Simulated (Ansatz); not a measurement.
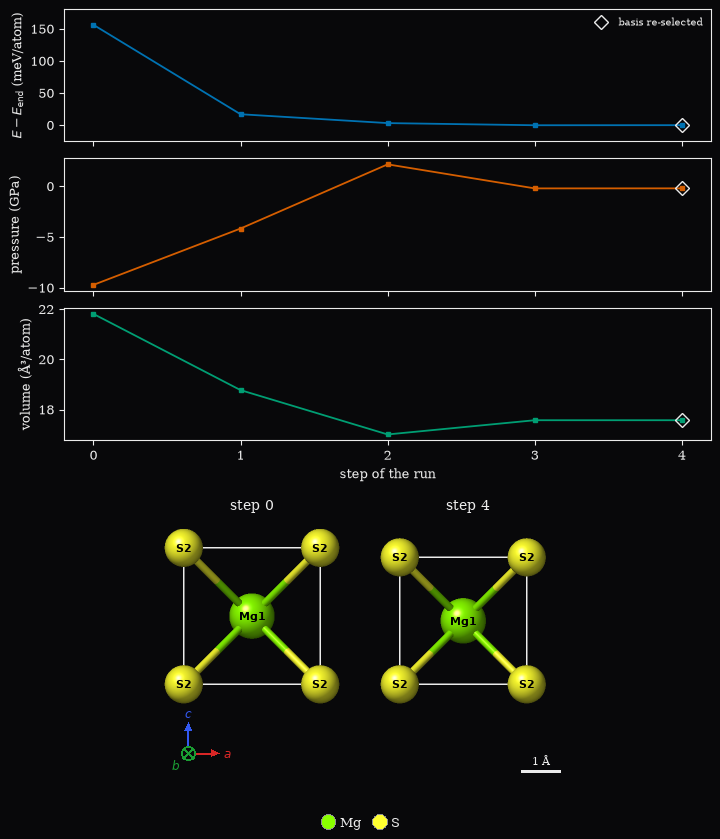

First and last geometry of a relaxation of solid MgS (a generated structure, set up in Pm-3m) (coarse preliminary run), with the history of the run. A ball-and-stick model of the cell of the calculation, seen along the b axis.

Level of theory: DFT PBE, scalar-relativistic, plane waves, PAW (Ansatz 0.2.0).

Input file:
```yaml
crystal:
  lattice:
    - [3.52032962, 0.0, 0.0]
    - [0.0, 3.52032962, 0.0]
    - [0.0, 0.0, 3.52032962]
  atoms:
    - { symbol: Mg, position: [0.5, 0.5, 0.5] }
    - { symbol: S, position: [0.0, 0.0, 0.0] }
basis:
  ecutwfc: 420
kpoints:
  mp_grid: { grid: [6, 6, 6] }
hamiltonian:
  xc: pbe
scf:
  occupations: { method: gaussian, width: 0.1 }
  lower_state_search: "off"
output:
  forces: true
  stress: true
  eigenvalues: true
relax:
  adjacent_minimum: "off"
  f_tol: 0.04
  max_steps: 70
  cell: { stress_tol: 0.4 }
```

Run as
```bash
ansatz run input.yaml --threads 1 --pin off --max-ram 2560MiB --backend cpu --events-out ev --progress --plain --runs-dir out
```

Question: What do the curves and the structures tell?

Answer: It converged. The energy falls by 156 meV per atom in 3 accepted moves (4 points after the start). All forces vanish by symmetry, so only the cell relaxes. Pressure: −9.71 GPa at the start and −0.20 GPa at the end. The SCF was repeated once at an unchanged geometry on a basis and grid sized afresh for the cell, which shifted the energy by 0.1 meV per atom at most. The atoms keep their places relative to the cell (all moves are under 0.005 Å). The drawn cell changes as follows: a = b = c 3.520 → 3.276 Å (−6.9 %); the volume changes by −19.4 %. Near-neighbour distances that change, for instance: Mg1–S2 3.049 → 2.837 Å. The space group stays Pm-3m (No. 221). The run took 9.4 s on 1 thread of Intel(R) Xeon(R) Processor @ 2.50GHz (Skylake/Cascade Lake), with other jobs on the host, peak memory 0.31 GiB.
